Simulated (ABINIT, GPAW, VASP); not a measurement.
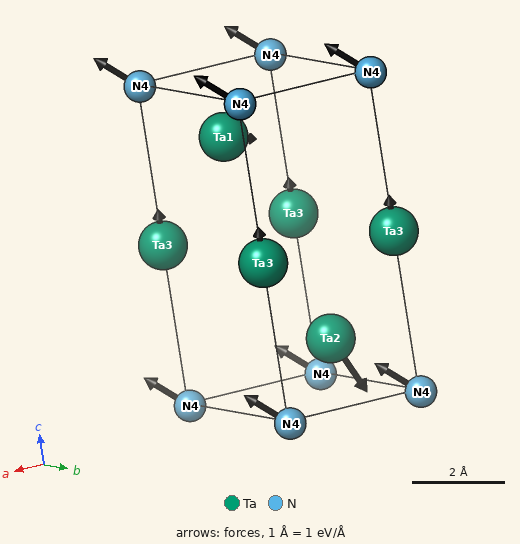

Ta₃N (4 atoms) with its atoms moved off their places at random, by some hundredths of an ångström. The arrows are the forces from ABINIT (JTH PAW PBE v2.0). The parent cell is a structure listed in the Materials Project. It needn't be the stable form of this composition.

```
Ta N
1.0
     3.03222    0.00000    0.00000
    -1.51611    2.62598    0.00000
     0.00000    0.00000    7.52414
Ta N
3 1
Direct
  0.67856 0.35183 0.82240
  0.34771 0.66490 0.17549
  0.99945 0.00065 0.49519
  0.99628 0.01546 0.99323
```

The same cell was run in three programs or potential sets. Alike in all runs: functional PBE; k mesh 10 × 10 × 4 on the run's cell of 4 atoms; occupations fermi-dirac, width 0.05 eV; no spin polarisation; no spin-orbit coupling. The table gives the size of the force on each atom, with the net force on the cell removed.

| program | force on Ta1 (eV/Å) | force on Ta2 (eV/Å) | force on Ta3 (eV/Å) | force on N4 (eV/Å) |
| --- | --- | --- | --- | --- |
| ABINIT (JTH PAW PBE v2.0) | 0.287 | 0.960 | 0.371 | 0.889 |
| GPAW (PAW data 1.2.1) | ? | ? | ? | ? |
| VASP (PBE potentials, release 64 Ta_pv, N) | 0.297 | 0.919 | 0.369 | 0.883 |

Question: Estimate the row of GPAW (PAW data 1.2.1).

Answer: 0.304 eV/Å on Ta1, 0.942 eV/Å on Ta2, 0.373 eV/Å on Ta3 and 0.905 eV/Å on N4. The medians of the other rows are 0.292, 0.940, 0.370, 0.886 eV/Å.

Question: How well do the programs agree?

Answer: The force on Ta2, the largest, spans 0.919 to 0.960 eV/Å. Against the median force vectors, the rows deviate by 0.010 eV/Å rms as a rule, and ABINIT (JTH PAW PBE v2.0) most, by 0.022 eV/Å. With one functional throughout, the spread comes from potentials, basis sets and numerical settings. Deviations count direction as well as size.

Caveat: spin-orbit coupling is left out, which matters for Ta, if less for volumes and forces than for levels.
